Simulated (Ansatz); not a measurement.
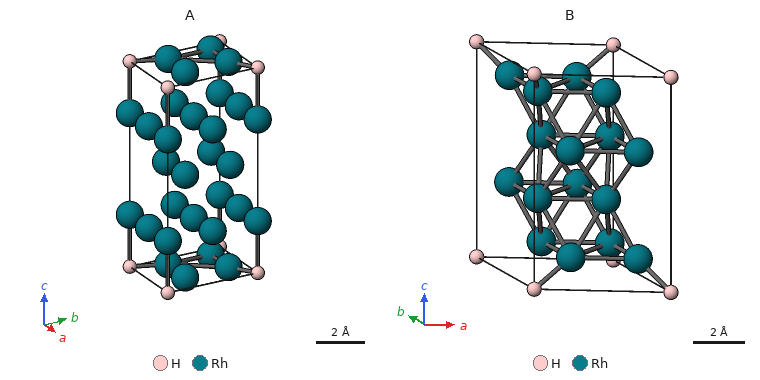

Two structures of HRh$_{16}$, each relaxed to rest (conventional cells in solid outline, small ones repeated, not to one scale). Method: DFT PBE, scalar-relativistic, plane waves, PAW in Ansatz, without spin polarisation.

State the structure in each panel.

Answer. A: 17 atoms a cell on a primitive hexagonal lattice, P-6m2. B: 17 atoms a cell on a primitive hexagonal lattice, P-3m1.

Compare their energies: which is lower?

Answer. B is lower, by 27 meV/atom at this level of theory (energies at zero smearing). Volumes: A 13.5, B 13.4 Å³/atom.
